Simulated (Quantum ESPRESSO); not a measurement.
# 2H-WS2, 1 layer, rectangular cell, stepped through strain along the second axis, part 2 of 7

Wanted: a table for 2H-WS2, 1 layer, rectangular cell against strain along the second axis, and what can be fitted to it.

Quantum ESPRESSO 7.5; plane-wave DFT, PBE, GBRV ultrasoft pseudopotentials.

So far. Step 2 (Variable-cell relaxation of the reference):  The last row is no step: it is a fresh SCF in the final cell with a new plane-wave basis, -0 meV from the row before.

## 3. Relaxation with pw.x, -4 %

Contents of m0.relax.in:

```
&control
  prefix = 'm0.relax'
  outdir = './out'
  pseudo_dir = './pseudo'
  nstep = 40
  forc_conv_thr = 0.0003
  calculation = 'relax'
  tstress = .true.
/
&system
  ibrav = 0
  nat = 6
  ntyp = 2
  ecutwfc = 50
  ecutrho = 250
  occupations = 'smearing'
  smearing = 'fd'
  degauss = 0.002
/
&electrons
  conv_thr = 1e-09
  mixing_beta = 0.4
  electron_maxstep = 120
  mixing_mode = 'plain'
/
&ions
/
ATOMIC_SPECIES
  S   32.0600  s_pbe_v1.4.uspp.F.UPF
  W   183.8400  w_pbe_v1.2.uspp.F.UPF
CELL_PARAMETERS angstrom
  3.18620864300000 0.00000000000000 0.00000000000000
  0.00000000000000 5.29801667808000 0.00000000000000
  0.00000000000000 0.00000000000000 18.47562023200000
ATOMIC_POSITIONS crystal
  S   0.999999999900 0.333332935400 0.414858813600
  S   0.500000000000 0.833332916800 0.414858819500
  W   0.000000000000 0.000000826800 0.500000000000
  W   0.500000000000 0.500000802000 0.500000000000
  S   0.999999999900 0.333332935400 0.585141186400
  S   0.500000000000 0.833332916800 0.585141180500
K_POINTS automatic
  10 6 1 0 0 0
```

Run with:

```bash
$ OMP_NUM_THREADS=1 mpirun -n 4 pw.x -nk 4 -in m0.relax.in > m0.relax.out
```

The log of the run:

```text
[banner, memory and clock lines left out]
Program PWSCF v.7.5 starts
[citation notice left out]

[...]
Message from routine setup:
[...]
bravais-lattice index     =            0
     lattice parameter (alat)  =       6.0211  a.u.
     unit-cell volume          =    2104.6659 (a.u.)^3
     number of atoms/cell      =            6
     number of atomic types    =            2
     number of electrons       =        52.00
     number of Kohn-Sham states=           31
     kinetic-energy cutoff     =      50.0000  Ry
     charge density cutoff     =     250.0000  Ry
     scf convergence threshold =      1.0E-09
     mixing beta               =       0.4000
     number of iterations used =            8  plain     mixing
     energy convergence thresh.=      1.0E-04
     force convergence thresh. =      3.0E-04
     Exchange-correlation= SLA  PW   PBE  PBE
                           (   1   4   3   4   0   0   0)
     nstep                     =           40

[...]
PseudoPot. # 1 for S  read from file:
     ./pseudo/s_pbe_v1.4.uspp.F.UPF
     Pseudo is Ultrasoft + core correction, Zval =  6.0
     Generated by new atomic code, or converted to UPF format
     Using radial grid of  907 points,  6 beta functions with:
                l(1) =   0
                l(2) =   0
                l(3) =   1
                l(4) =   1
                l(5) =   2
                l(6) =   2
     Q(r) pseudized with  8 coefficients,  rinner =    1.300   1.300   1.300
                                                       1.300   1.300

     PseudoPot. # 2 for W  read from file:
     ./pseudo/w_pbe_v1.2.uspp.F.UPF
     Pseudo is Ultrasoft + core correction, Zval = 14.0
     Generated by new atomic code, or converted to UPF format
     Using radial grid of  923 points,  8 beta functions with:
                l(1) =   0
                l(2) =   0
                l(3) =   0
                l(4) =   1
                l(5) =   1
                l(6) =   2
                l(7) =   2
                l(8) =   3
     Q(r) pseudized with  6 coefficients,  rinner =    1.350   1.350   1.350
                                                       1.350   1.350   1.350
                                                       1.350

     atomic species   valence    mass     pseudopotential
     S                 6.00    32.06000     S ( 1.00)
     W                14.00   183.84000     W ( 1.00)

      4 Sym. Ops. (no inversion) found

[...]
number of k points=    24  Fermi-Dirac smearing, width (Ry)=  0.0020
[...]
Dense  grid:   140447 G-vectors     FFT dimensions: (  32,  54, 180)

     Smooth grid:   100631 G-vectors     FFT dimensions: (  27,  45, 160)

     Check: negative core charge=   -0.000002

     Initial potential from superposition of free atoms

     starting charge      51.7992, renormalised to      52.0000

     negative rho (up, down):  1.282E-01 0.000E+00
     Starting wfcs are   42 randomized atomic wfcs

     per-process dynamical memory:   133.9 Mb

     Self-consistent Calculation

     iteration #  1     ecut=    50.00 Ry     beta= 0.40
     Davidson diagonalization with overlap
     ethr =  1.00E-02,  avg # of iterations =  2.5

     Threshold (ethr) on eigenvalues was too large:
     Diagonalizing with lowered threshold

     Davidson diagonalization with overlap
     ethr =  3.00E-04,  avg # of iterations =  2.9

     negative rho (up, down):  1.311E-01 0.000E+00

     total energy              =    -415.00932962 Ry
     estimated scf accuracy    <       0.19162546 Ry

     iteration #  2     ecut=    50.00 Ry     beta= 0.40
[...]
negative rho (up, down):  1.346E-01 0.000E+00

[...]
total energy              =    -415.01998929 Ry
     estimated scf accuracy    <       0.02760551 Ry

     iteration #  3     ecut=    50.00 Ry     beta= 0.40
[...]
negative rho (up, down):  1.353E-01 0.000E+00

[...]
total energy              =    -415.02629840 Ry
     estimated scf accuracy    <       0.00985395 Ry

     iteration #  4     ecut=    50.00 Ry     beta= 0.40
[...]
negative rho (up, down):  1.371E-01 0.000E+00

[...]
total energy              =    -415.02715525 Ry
     estimated scf accuracy    <       0.00286945 Ry

     iteration #  5     ecut=    50.00 Ry     beta= 0.40
[...]
negative rho (up, down):  1.373E-01 0.000E+00

[...]
total energy              =    -415.02753494 Ry
     estimated scf accuracy    <       0.00133057 Ry

     iteration #  6     ecut=    50.00 Ry     beta= 0.40
[...]
negative rho (up, down):  1.373E-01 0.000E+00

[...]
total energy              =    -415.02775565 Ry
     estimated scf accuracy    <       0.00003008 Ry

[...]
iteration #  9     ecut=    50.00 Ry     beta= 0.40
[...]
negative rho (up, down):  1.370E-01 0.000E+00

[...]
total energy              =    -415.02778228 Ry
     estimated scf accuracy    <       0.00000016 Ry

     iteration # 10     ecut=    50.00 Ry     beta= 0.40
[...]
negative rho (up, down):  1.370E-01 0.000E+00

[...]
total energy              =    -415.02778239 Ry
     estimated scf accuracy    <       0.00000018 Ry

     iteration # 11     ecut=    50.00 Ry     beta= 0.40
[...]
negative rho (up, down):  1.370E-01 0.000E+00

[...]
total energy              =    -415.02778240 Ry
     estimated scf accuracy    <       0.00000002 Ry

     iteration # 12     ecut=    50.00 Ry     beta= 0.40
[...]
negative rho (up, down):  1.370E-01 0.000E+00

[...]
End of self-consistent calculation

          k = 0.0000 0.0000 0.0000 ( 12597 PWs)   bands (ev):

   -73.8733 -73.8479 -38.3536 -38.1706 -38.0951 -38.0858 -37.9803 -37.9165
   -14.9447 -13.2615 -12.5023 -12.3307  -6.5821  -6.5238  -5.3168  -4.4437
    -3.6668  -3.0220  -2.4850  -2.2442  -2.1267  -1.5424  -1.3772  -1.3643
    -0.8001  -0.1620   2.9185   3.0671   3.2577   3.3081   3.4330

          k = 0.0000 0.1002 0.0000 ( 12561 PWs)   bands (ev):

   -73.8716 -73.8496 -38.3252 -38.1649 -38.0915 -38.0875 -37.9881 -37.9467
   -14.8148 -13.2107 -12.7243 -12.4093  -6.3691  -6.3627  -5.1171  -4.3803
    -3.5676  -2.8934  -2.8403  -2.5688  -2.0806  -1.7671  -1.4440  -1.2411
    -1.0075  -0.1893   2.9446   3.0470   3.1030   3.1350   3.1731

[...]
the Fermi energy is     1.0258 ev

!    total energy              =    -415.02778241 Ry
     estimated scf accuracy    <          8.1E-10 Ry
     smearing contrib. (-TS)   =       0.00000000 Ry
     internal energy E=F+TS    =    -415.02778241 Ry

     The total energy is F=E-TS. E is the sum of the following terms:
     one-electron contribution =   -2038.31841419 Ry
     hartree contribution      =    1019.82162352 Ry
     xc contribution           =    -116.56635435 Ry
     ewald contribution        =     720.03536261 Ry

     convergence has been achieved in  12 iterations

     negative rho (up, down):  1.370E-01 0.000E+00

     Forces acting on atoms (cartesian axes, Ry/au):

     atom    1 type  1   force =     0.00000000    0.00700394   -0.01856479
     atom    2 type  1   force =     0.00000000    0.00700315   -0.01856572
     atom    3 type  2   force =     0.00000000   -0.01400594    0.00000000
     atom    4 type  2   force =     0.00000000   -0.01400825    0.00000000
     atom    5 type  1   force =     0.00000000    0.00700394    0.01856479
     atom    6 type  1   force =     0.00000000    0.00700315    0.01856572

     Total force =     0.044354     Total SCF correction =     0.000075

     Computing stress (Cartesian axis) and pressure

     negative rho (up, down):  1.370E-01 0.000E+00
          total   stress  (Ry/bohr**3)                   (kbar)     P=       23.38
   0.00008384   0.00000000   0.00000000           12.33        0.00        0.00
   0.00000000   0.00029228   0.00000000            0.00       43.00        0.00
   0.00000000   0.00000000   0.00010064            0.00        0.00       14.80

     BFGS Geometry Optimization
     Energy error            =      2.0E-03 Ry
     Gradient error          =      1.9E-02 Ry/Bohr

     number of scf cycles    =   1
     number of bfgs steps    =   0

     energy             new  =    -415.0277824068 Ry

     new trust radius        =       0.0198426329 bohr
     new conv_thr            =       0.0000000010 Ry

ATOMIC_POSITIONS (crystal)
S                0.9999999999        0.3340325041        0.4143270824
S                0.5000000000        0.8340324068        0.4143270617
W                0.0000000000       -0.0013981165        0.5000000000
W                0.5000000000        0.4986016280        0.5000000000
S                0.9999999999        0.3340325041        0.5856729176
S                0.5000000000        0.8340324068        0.5856729383

[...]
NEW-OLD atomic charge density approx. for the potential

     Check: negative core charge=   -0.000002

     negative rho (up, down):  1.367E-01 0.000E+00

     per-process dynamical memory:   179.4 Mb

[...]
!    total energy              =    -415.02921109 Ry
[...]
Total force =     0.021286     Total SCF correction =     0.000083
[...]
number of bfgs steps    =   1
[...]
energy             new  =    -415.0292110878 Ry
[...]
new trust radius        =       0.0205578320 bohr
[...]
!    total energy              =    -415.02970561 Ry
[...]
Total force =     0.005070     Total SCF correction =     0.000013
[...]
number of bfgs steps    =   2
[...]
energy             new  =    -415.0297056147 Ry
[...]
new trust radius        =       0.0036029778 bohr
[...]
!    total energy              =    -415.02972774 Ry
[...]
Total force =     0.002053     Total SCF correction =     0.000018
[...]
number of bfgs steps    =   3
[...]
energy             new  =    -415.0297277390 Ry
[...]
new trust radius        =       0.0014649152 bohr
[...]
Self-consistent Calculation

     iteration #  1     ecut=    50.00 Ry     beta= 0.40
     Davidson diagonalization with overlap
     ethr =  1.00E-06,  avg # of iterations =  2.0

     Threshold (ethr) on eigenvalues was too large:
     Diagonalizing with lowered threshold

     Davidson diagonalization with overlap
     ethr =  1.30E-09,  avg # of iterations =  6.8

     negative rho (up, down):  1.365E-01 0.000E+00

     total energy              =    -415.02973098 Ry
     estimated scf accuracy    <       0.00000038 Ry

[...]
iteration #  9     ecut=    50.00 Ry     beta= 0.40
[...]
negative rho (up, down):  1.365E-01 0.000E+00

[...]
End of self-consistent calculation

          k = 0.0000 0.0000 0.0000 ( 12597 PWs)   bands (ev):

   -73.8852 -73.8602 -38.3396 -38.1691 -38.0911 -38.0868 -37.9777 -37.9095
   -14.8401 -13.2476 -12.4198 -12.2447  -6.4846  -6.4652  -5.3015  -4.3940
    -3.5658  -2.8516  -2.3439  -2.2802  -2.1345  -1.4872  -1.3028  -1.1807
    -0.7591  -0.2326   2.9747   3.0093   3.2408   3.3081   3.3974

          k = 0.0000 0.1002 0.0000 ( 12561 PWs)   bands (ev):

   -73.8836 -73.8619 -38.3116 -38.1636 -38.0923 -38.0836 -37.9854 -37.9393
   -14.7119 -13.1935 -12.6410 -12.3306  -6.3095  -6.2579  -5.0900  -4.3373
    -3.4679  -2.7251  -2.7029  -2.5439  -2.0932  -1.7039  -1.3589  -1.1355
    -0.9574  -0.2486   2.8593   3.0625   3.0770   3.0830   3.1497

[...]
the Fermi energy is     0.9374 ev

!    total energy              =    -415.02973103 Ry
     estimated scf accuracy    <          3.8E-13 Ry
     smearing contrib. (-TS)   =      -0.00000000 Ry
     internal energy E=F+TS    =    -415.02973103 Ry

     The total energy is F=E-TS. E is the sum of the following terms:
     one-electron contribution =   -2025.84565095 Ry
     hartree contribution      =    1013.61674139 Ry
     xc contribution           =    -116.48523552 Ry
     ewald contribution        =     713.68441405 Ry

     convergence has been achieved in   9 iterations

     negative rho (up, down):  1.365E-01 0.000E+00

     Forces acting on atoms (cartesian axes, Ry/au):

     atom    1 type  1   force =     0.00000000   -0.00007197    0.00004608
     atom    2 type  1   force =     0.00000000   -0.00007209    0.00004611
     atom    3 type  2   force =     0.00000000    0.00014406    0.00000000
     atom    4 type  2   force =     0.00000000    0.00014406    0.00000000
     atom    5 type  1   force =     0.00000000   -0.00007197   -0.00004608
     atom    6 type  1   force =     0.00000000   -0.00007209   -0.00004611

     Total force =     0.000266     Total SCF correction =     0.000001

     Computing stress (Cartesian axis) and pressure

     negative rho (up, down):  1.365E-01 0.000E+00
          total   stress  (Ry/bohr**3)                   (kbar)     P=       14.32
   0.00005236   0.00000000   0.00000000            7.70        0.00        0.00
   0.00000000   0.00024450   0.00000000            0.00       35.97        0.00
   0.00000000   0.00000000  -0.00000478            0.00        0.00       -0.70

     Energy error            =      3.3E-06 Ry
     Gradient error          =      1.4E-04 Ry/Bohr

     bfgs converged in   5 scf cycles and   4 bfgs steps
     (criteria: energy <  1.0E-04 Ry, force <  3.0E-04 Ry/Bohr)

     End of BFGS Geometry Optimization

     Final energy             =    -415.0297310348 Ry

     File ./out/m0.relax.bfgs deleted, as requested
Begin final coordinates

ATOMIC_POSITIONS (crystal)
S                0.9999999999        0.3342297406        0.4136192226
S                0.5000000000        0.8342297835        0.4136192188
W                0.0000000000       -0.0017928596        0.5000000000
W                0.5000000000        0.4982071446        0.5000000000
S                0.9999999999        0.3342297406        0.5863807774
S                0.5000000000        0.8342297835        0.5863807812
End final coordinates

[...]
```

Elapsed: 6.2 min, on 4 MPI ranks of Arm Neoverse V1, shared host; peak memory 1.6 GiB.

Step by step:

| step | energy less that of the first step (eV) | largest force (eV/Å) |
| --- | --- | --- |
| 1 | 0.0000 | 0.5102 |
| 2 | -0.0194 | 0.2672 |
| 3 | -0.0262 | 0.0552 |
| 4 | -0.0265 | 0.0290 |
| 5 | -0.0265 | 0.0037 |

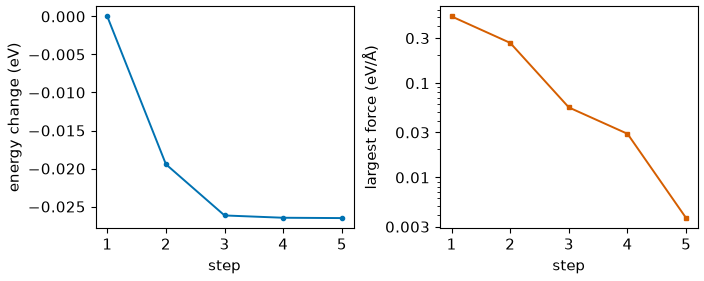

Energy and largest force along the relaxation.

The atoms that moved most (Å):

| atom | dx | dy | dz | length |
| --- | --- | --- | --- | --- |
| S6 | 0.000 | 0.005 | 0.023 | 0.023 |
| S2 | 0.000 | 0.005 | -0.023 | 0.023 |
| S5 | 0.000 | 0.005 | 0.023 | 0.023 |
| S1 | 0.000 | 0.005 | -0.023 | 0.023 |
| W3 | 0.000 | -0.010 | 0.000 | 0.010 |
| W4 | 0.000 | -0.010 | 0.000 | 0.010 |

The relaxation lowers the energy by 4 meV an atom.

Read from the output:

| Quantity | Value |
| --- | --- |
| free energy | -5646.7672 eV |
| Fermi energy | 0.9374 eV |

(Part 2 of 7 ends here.)

[Logs are printed without paths, hosts, clocks, repeated set-up lines and the standing remarks that a program may print on its own settings, such as how far it seeks lower states.]

[Hosts, paths, dates, database ids (printed as entryN), source tags and the programs' standing remarks are cut or masked in the printed files.]

[Maps of the electrostatic potential energy from Ansatz leave out the sawtooth potential of an applied field or a dipole correction, so their vacuum need not be flat; planar profiles and work functions include it.]
